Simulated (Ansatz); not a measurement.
The coordinates of a crystal:

```cif
data_structure
_symmetry_space_group_name_H-M 'P 62 2 2'
_symmetry_Int_Tables_number 180
_cell_length_a 4.5797
_cell_length_b 4.5797
_cell_length_c 6.6092
_cell_angle_alpha 90.000
_cell_angle_beta 90.000
_cell_angle_gamma 120.000
_cell_volume 120.05
loop_
_atom_site_label
_atom_site_type_symbol
_atom_site_symmetry_multiplicity
_atom_site_Wyckoff_symbol
_atom_site_fract_x
_atom_site_fract_y
_atom_site_fract_z
_atom_site_occupancy
Si1 Si 6 j 0.83640 0.67281 0.50000 1
W1 W 3 d 0.00000 0.50000 0.16667 1
```

### Describe what this structure looks like.

The structure is one of Si2W. The structure has P6_222 (No. 180) symmetry and a primitive hexagonal lattice. Counting shared atoms by their share gives 6 Si, 3 W, or 9 atoms. Neighbours within bonding distance: Si 10 and W 10. Not all metal-metal contacts are counted.

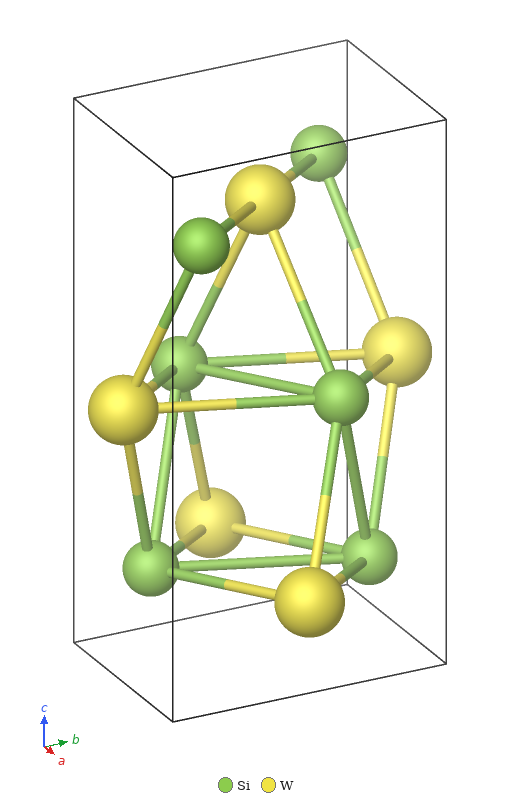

The crystal in a ball-and-stick representation, seen slightly off an axis. The edges of the conventional unit cell are marked. Colours: silicon green, tungsten yellow.

The cell started as a structure listed in the Materials Project. Earlier steps of the study, as a rule a relaxation of our own, may have changed the cell and positions, so they can lie some per cent off the listed ones. It was run through Ansatz as a DFT input.
